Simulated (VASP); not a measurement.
**Run report: Cr, geometry relaxation (part 2 of 4)**

Cr (P6₃/mmc, 2 atoms in the cell); Kohn-Sham DFT of a periodic cell, PBE, VASP PAW PBE potentials, recommended, spin-polarised (VASP 6.6.1); cutoff 520 eV, 18×18×10 k-mesh, Gaussian smearing of 0.1 eV, collinear spins. The structure derives from an entry of the Crystallography Open Database.

Geometry of the input (Å; fractional positions):
```
2.7140  0.0000  0.0000
-1.3570  2.3504  0.0000
0.0000  0.0000  4.4100
Cr 0.3333  0.6667  0.2500
Cr 0.6667  0.3333  0.7500
```

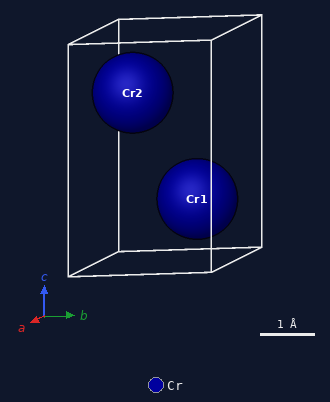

*The starting structure (spheres-only view of the cell of the calculation, seen slightly off an axis; atoms are numbered from 1 in the order of the input).*

## Parts of OUTCAR, continued
```
  Cartesian coordinates                     Fractional coordinates (reciprocal lattice)
     0.020469991  0.011818355  0.000000000     0.055555556  0.000000000  0.000000000
     0.000000000  0.023636710  0.000000000     0.000000000  0.055555556  0.000000000
     0.000000000  0.000000000  0.022675737     0.000000000  0.000000000  0.100000000

  Length of vectors
     0.023636710  0.023636710  0.022675737

  Shift w.r.t. Gamma in fractional coordinates (k-lattice)
     0.000000000  0.000000000  0.000000000

 Subroutine IBZKPT returns following result:
 ===========================================

 Found    222 irreducible k-points:

 Following reciprocal coordinates:
            Coordinates               Weight
  0.000000  0.000000  0.000000      1.000000
  0.055556  0.000000  0.000000      6.000000
  0.111111  0.000000  0.000000      6.000000
  0.166667 -0.000000  0.000000      6.000000
  0.222222  0.000000  0.000000      6.000000
  0.277778  0.000000  0.000000      6.000000
  0.333333  0.000000  0.000000      6.000000
  0.388889 -0.000000  0.000000      6.000000
  0.444444  0.000000  0.000000      6.000000
  0.500000  0.000000  0.000000      3.000000
  0.055556  0.055556  0.000000      6.000000
  0.111111  0.055556  0.000000     12.000000
  0.166667  0.055556  0.000000     12.000000
  0.222222  0.055556  0.000000     12.000000
  0.277778  0.055556  0.000000     12.000000
  0.333333  0.055556  0.000000     12.000000
  0.388889  0.055556  0.000000     12.000000
  0.444444  0.055556  0.000000     12.000000
  0.111111  0.111111  0.000000      6.000000
  0.166667  0.111111  0.000000     12.000000
  0.222222  0.111111  0.000000     12.000000
  0.277778  0.111111  0.000000     12.000000
  0.333333  0.111111  0.000000     12.000000
  0.388889  0.111111  0.000000     12.000000
 [... further k-points ...]
   k-points           NKPTS =    222   k-points in BZ     NKDIM =    222   number of bands    NBANDS=     19
   number of dos      NEDOS =    301   number of ions     NIONS =      2
   total plane-waves  NPLWV =  14400
   dimension x,y,z NGX =    20 NGY =   20 NGZ =   36
   dimension x,y,z NGXF=    40 NGYF=   40 NGZF=   72
   ions per type =               2
   NGX,Y,Z   is equivalent  to a cutoff of  12.25, 12.25, 13.57 a.u.
   NGXF,Y,Z  is equivalent  to a cutoff of  24.50, 24.50, 27.14 a.u.
 SYSTEM =  Cr
   PREC   = accura    normal or accurate (medium, high low for compatibility)
   ISTART =      0    job   : 0-new  1-cont  2-samecut
   ICHARG =      2    charge: 1-file 2-atom 10-const
   ISPIN  =      2    spin polarized calculation?
   LNONCOLLINEAR =      F non collinear calculations
   LSORBIT =      F    spin-orbit coupling
   LASPH  =      T    aspherical Exc in radial PAW
   ENCUT  =  520.0 eV  38.22 Ry    6.18 a.u.   5.05  5.05  8.20*2*pi/ulx,y,z
   NELM   =    120;   NELMIN=  2; NELMDL= -5     # of ELM steps
   EDIFF  = 0.1E-05   stopping-criterion for ELM
   LREAL  =      F    real-space projection
   EDIFFG = -.1E-01   stopping-criterion for IOM
   NSW    =     90    number of steps for IOM
   IBRION =      2    ionic relax: 0-MD 1-quasi-New 2-CG
   NFREE  =      1    steps in history (QN), initial steepest desc. (CG)
   ISIF   =      3    stress and relaxation
   ISYM   =      2    0-nonsym 1-usesym 2-fastsym
   POTIM  = 0.5000    time-step for ionic-motion
   TEBEG  =    0.0;   TEEND  =   0.0 temperature during run
   PSTRESS=    0.0 pullay stress
   NELECT =      24.0000    total number of electrons
   NUPDOWN=      -1.0000    fix difference up-down
   EMIN   =  10.00;   EMAX   =-10.00  energy-range for DOS
   EFERMI =   0.00;   METHOD = LEGACY
   ISMEAR =     0;   SIGMA  =   0.10  broadening in eV -4-tet -1-fermi 0-gaus
   EFERMI_NEDOS =   21; number of points for ismear=-14 and -15
   IALGO  =     38    algorithm
   IMIX   =      4    mixing-type and parameters
     AMIX     =   0.40;   BMIX     =  1.00
     AMIX_MAG =   1.60;   BMIX_MAG =  1.00
  volume/ion in A,a.u.               =      14.07        94.92
  Fermi-wavevector in a.u.,A,eV,Ry     =   1.552681  2.934142 32.801180  2.410819
  Thomas-Fermi vector in A             =   2.657021
   LORBIT       =     11    0 simple, 1 ext, 2 COOP (PROOUT), +10 PAW based schemes
   GGA     = PE    functional components
   LHFCALC =     F    Hartree Fock is set to
   AEXX    =    0.0000 exact exchange contribution
   IVDW    =     0    specifies the selected vdW correction
   LEPSILON=     F    determine dielectric tensor
   LRPA    =     F    only Hartree local field effects (RPA)
 conjugate gradient relaxation of ions
 spin polarized calculation
 Gauss-broadening in eV      SIGMA  =   0.10
  energy-cutoff  :      520.00
  volume of cell :       28.13
 maximum number of plane-waves:       774
   NGX = 11   NGY = 11   NGZ = 17

--------------------------------------- Ionic step        1  -------------------------------------------

 number of electron      24.0000005 magnetization       1.8710027

 Free energy of the ion-electron system (eV)
  ---------------------------------------------------
  ext. energy  EPLUGINS =         0.00000000
  ---------------------------------------------------
  free energy    TOTEN  =       -17.71704315 eV

  energy without entropy =      -17.69653223  energy(sigma->0) =      -17.70678769

 E-fermi :   8.2986     XC(G=0): -12.5425     alpha+bet :-16.1958

 val. band max:        8.2986219902   @ k =   0.3333   0.2222   0.4000
 cond. band min:       8.3033518412   @ k =   0.0556   0.0000   0.2000
 fundamental gap:      0.0047298510
 Fermi energy:         8.2986385842

 spin component 1

 k-point     1 :       0.0000    0.0000    0.0000
  band No.  band energies     occupation
      1     -35.1820      1.00000
      2     -34.8429      1.00000
      3     -34.8429      1.00000
      4     -34.7768      1.00000
      5     -34.7768      1.00000
      6     -34.6987      1.00000
      7       1.1485      1.00000
      8       4.7245      1.00000
      9       7.6044      1.00000
     10       7.6044      1.00000
     11       7.6639      1.00000
     12       7.9697      1.00000
     13       7.9697      1.00000
     14       8.4055      0.06539
     15       8.4055      0.06538
     16       8.6921      0.00000
     17       9.6378      0.00000
     18       9.6378      0.00000
     19      15.0867      0.00000

 k-point     2 :       0.0556    0.0000    0.0000
  band No.  band energies     occupation
      1     -35.1772      1.00000
      2     -34.8536      1.00000
      3     -34.8463      1.00000
      4     -34.7880      1.00000
      5     -34.7785      1.00000
      6     -34.7005      1.00000
      7       1.2446      1.00000
      8       4.7945      1.00000
      9       7.4513      1.00000
     10       7.6608      1.00000
     11       7.7952      1.00000
     12       7.9361      1.00000
     13       8.0201      0.99996
     14       8.2344      0.81810
     15       8.3665      0.16855
     16       8.4219      0.04068
     17       9.6555      0.00000
     18      10.1263      0.00000
     19      15.0871      0.00000

 k-point     3 :       0.1111    0.0000    0.0000
  band No.  band energies     occupation
      1     -35.1631      1.00000
      2     -34.8845      1.00000
      3     -34.8561      1.00000
      4     -34.8200      1.00000
      5     -34.7835      1.00000
      6     -34.7060      1.00000
      7       1.5280      1.00000
      8       4.9911      1.00000
      9       7.2360      1.00000
     10       7.6369      1.00000
     11       7.8179      1.00000
     12       7.8261      1.00000
     13       7.9879      0.99999
     14       8.1674      0.96824
     15       8.2611      0.70228
     16       8.3222      0.36961
     17       9.6998      0.00000
     18      10.9687      0.00000
     19      15.0883      0.00000

 k-point     4 :       0.1667   -0.0000    0.0000
  band No.  band energies     occupation
      1     -35.1407      1.00000
      2     -34.9322      1.00000
      3     -34.8709      1.00000
      4     -34.8683      1.00000
      5     -34.7914      1.00000
      6     -34.7153      1.00000
      7       1.9829      1.00000
      8       5.2679      1.00000
      9       7.0018      1.00000
     10       7.0660      1.00000
     11       7.6853      1.00000
     12       8.0890      0.99849
     13       8.1143      0.99544
     14       8.2000      0.91849
     15       8.2062      0.90447
     16       8.3997      0.07641
     17       9.7538      0.00000
     18      11.9133      0.00000
     19      15.0915      0.00000

 k-point     5 :       0.2222    0.0000    0.0000
  band No.  band energies     occupation
      1     -35.1113      1.00000
      2     -34.9909      1.00000
      3     -34.9264      1.00000
      4     -34.8885      1.00000
      5     -34.8013      1.00000
      6     -34.7283      1.00000
      7       2.5796      1.00000
      8       5.5241      1.00000
      9       6.5699      1.00000
     10       6.8100      1.00000
     11       7.5718      1.00000
     12       7.9511      1.00000
     13       8.0554      0.99971
     14       8.4289      0.03272
     15       8.4935      0.00293
     16       8.6970      0.00000
     17       9.8043      0.00000
     18      12.9235      0.00000
     19      15.0961      0.00000

 [... the levels of 18 k-points are left out ...]

 k-point    24 :       0.3889    0.1111    0.0000
  band No.  band energies     occupation
      1     -35.1812      1.00000
      2     -35.1076      1.00000
      3     -34.9691      1.00000
      4     -34.9684      1.00000
      5     -34.8647      1.00000
      6     -34.8120      1.00000
      7       5.1186      1.00000
      8       5.4091      1.00000
      9       5.5115      1.00000
     10       6.8160      1.00000
     11       7.3538      1.00000
     12       7.5808      1.00000
     13       8.0216      0.99996
     14       9.6239      0.00000
     15       9.8233      0.00000
     16       9.8263      0.00000
     17      11.0777      0.00000
     18      13.7791      0.00000
     19      15.1263      0.00000

 [... further k-points ...]

 spin component 2

 k-point     1 :       0.0000    0.0000    0.0000
  band No.  band energies     occupation
      1     -34.3703      1.00000
      2     -33.9409      1.00000
      3     -33.9409      1.00000
      4     -33.8761      1.00000
      5     -33.8738      1.00000
      6     -33.8738      1.00000
      7       1.4718      1.00000
      8       5.2076      1.00000
      9       8.2939      0.52662
     10       8.3966      0.08303
     11       8.3966      0.08303
     12       8.7811      0.00000
     13       8.7811      0.00000
     14       8.9673      0.00000
     15       9.2905      0.00000
     16       9.2905      0.00000
     17      10.5525      0.00000
     18      10.5525      0.00000
     19      16.0782      0.00000

 k-point     2 :       0.0556    0.0000    0.0000
  band No.  band energies     occupation
      1     -34.3654      1.00000
      2     -33.9519      1.00000
      3     -33.9445      1.00000
      4     -33.8853      1.00000
      5     -33.8780      1.00000
      6     -33.8755      1.00000
      7       1.5680      1.00000
      8       5.2783      1.00000
      9       8.1731      0.96207
     10       8.4543      0.01386
     11       8.4921      0.00311
     12       8.6919      0.00000
     13       8.7446      0.00000
     14       8.8328      0.00000
     15       9.2457      0.00000
     16       9.2491      0.00000
     17      10.5716      0.00000
     18      10.9171      0.00000
     19      16.0782      0.00000

 k-point     3 :       0.1111    0.0000    0.0000
  band No.  band energies     occupation
      1     -34.3509      1.00000
      2     -33.9837      1.00000
      3     -33.9545      1.00000
      4     -33.9181      1.00000
      5     -33.8836      1.00000
      6     -33.8806      1.00000
      7       1.8518      1.00000
      8       5.4778      1.00000
      9       7.9654      1.00000
     10       8.1687      0.96697
     11       8.5814      0.00003
     12       8.6238      0.00000
     13       8.7038      0.00000
     14       8.9837      0.00000
     15       9.1377      0.00000
     16       9.1526      0.00000
     17      10.6191      0.00000
     18      11.6701      0.00000
     19      16.0805      0.00000

 k-point     4 :       0.1667   -0.0000    0.0000
  band No.  band energies     occupation
      1     -34.3279      1.00000
      2     -34.0326      1.00000
      3     -33.9696      1.00000
      4     -33.9676      1.00000
      5     -33.8930      1.00000
      6     -33.8886      1.00000
      7       2.3082      1.00000
      8       5.7624      1.00000
      9       7.6436      1.00000
     10       7.7215      1.00000
     11       8.4605      0.01102
     12       8.8894      0.00000
     13       8.8937      0.00000
     14       8.9830      0.00000
     15       9.0205      0.00000
     16       9.2218      0.00000
     17      10.6767      0.00000
     18      12.5655      0.00000
     19      16.0917      0.00000

 k-point     5 :       0.2222    0.0000    0.0000
  band No.  band energies     occupation
      1     -34.2979      1.00000
      2     -34.0929      1.00000
      3     -34.0272      1.00000
      4     -33.9877      1.00000
      5     -33.9063      1.00000
      6     -33.8987      1.00000
      7       2.9092      1.00000
      8       6.0420      1.00000
      9       7.1773      1.00000
     10       7.4988      1.00000
     11       8.3298      0.32971
     12       8.8116      0.00000
     13       8.8638      0.00000
     14       9.1733      0.00000
     15       9.2435      0.00000
     16       9.5268      0.00000
     17      10.7302      0.00000
     18      13.5407      0.00000
     19      16.1188      0.00000

 [... the levels of 18 k-points are left out ...]

 k-point    24 :       0.3889    0.1111    0.0000
  band No.  band energies     occupation
      1     -34.2884      1.00000
      2     -34.2127      1.00000
      3     -34.1522      1.00000
      4     -34.0696      1.00000
      5     -33.9917      1.00000
      6     -33.9634      1.00000
      7       5.6149      1.00000
      8       6.0246      1.00000
      9       6.1798      1.00000
     10       7.2848      1.00000
     11       8.1666      0.96910
     12       8.3633      0.18006
     13       8.7081      0.00000
     14      10.4234      0.00000
     15      10.6563      0.00000
     16      10.7504      0.00000
     17      11.7647      0.00000
     18      14.3406      0.00000
     19      16.3132      0.00000

 [... further k-points ...]

------------------------ aborting loop because EDIFF is reached ----------------------------------------

  FORCE on cell =-STRESS in cart. coord.  units (eV):
  Direction    XX          YY          ZZ          XY          YZ          ZX
  --------------------------------------------------------------------------------------
  -------------------------------------------------------------------------------------
  Total       -4.6689078     -4.6689078     -3.9277915     -0.0000000      0.0000000     -0.0000000
  in kB     -265.9114081   -265.9114091   -223.7021200     -0.0000000      0.0000000     -0.0000000
  external PRESSURE =    -251.8416457 kB  Pullay stress =       0.0000000 kB

 VOLUME and BASIS-vectors are now :
 -----------------------------------------------------------------------------
  energy-cutoff  :      520.00
  volume of cell :       28.13
      direct lattice vectors                 reciprocal lattice vectors
     2.714000000  0.000000000  0.000000000     0.368459838  0.212730386  0.000000000
    -1.357000000  2.350392950  0.000000000     0.000000000  0.425460772  0.000000000
     0.000000000  0.000000000  4.410000000     0.000000000  0.000000000  0.226757370

 POSITION                                       TOTAL-FORCE (eV/Angst)
 -----------------------------------------------------------------------------------
     -0.00000      1.56693      1.10250         0.000000     -0.000000      0.000000
      1.35700      0.78346      3.30750        -0.000000      0.000000      0.000000
 -----------------------------------------------------------------------------------
    total drift:                               -0.000003      0.000002     -0.000000

  FREE ENERGIE OF THE ION-ELECTRON SYSTEM (eV)
  ---------------------------------------------------
  free  energy   TOTEN  =       -17.7170431457 eV

  energy  without entropy=      -17.6965322288  energy(sigma->0) =      -17.70678769

--------------------------------------- Ionic step        2  -------------------------------------------

 number of electron      23.9999997 magnetization       0.0157910

 number of electron      23.9999997 magnetization      -0.0004122

------------------------ aborting loop because EDIFF is reached ----------------------------------------

  FORCE on cell =-STRESS in cart. coord.  units (eV):
  Direction    XX          YY          ZZ          XY          YZ          ZX
  --------------------------------------------------------------------------------------
  -------------------------------------------------------------------------------------
  Total        6.3817311      6.3817311      8.4327098     -0.0000000      0.0000000     -0.0000000
  in kB      509.8818067    509.8818081    673.7490623     -0.0000000      0.0000000     -0.0000000
  external PRESSURE =     564.5042257 kB  Pullay stress =       0.0000000 kB

 VOLUME and BASIS-vectors are now :
 -----------------------------------------------------------------------------
  energy-cutoff  :      520.00
  volume of cell :       20.05
      direct lattice vectors                 reciprocal lattice vectors
     2.408348637 -0.000000000 -0.000000000     0.415222275  0.239728692 -0.000000000
    -1.204174319  2.085691104  0.000000000     0.000000000  0.479457384 -0.000000000
     0.000000000  0.000000000  3.992180974     0.000000000  0.000000000  0.250489646

 POSITION                                       TOTAL-FORCE (eV/Angst)
 -----------------------------------------------------------------------------------
     -0.00000      1.39046      0.99805        -0.000000      0.000000      0.000000
      1.20417      0.69523      2.99414         0.000000     -0.000000      0.000000
```
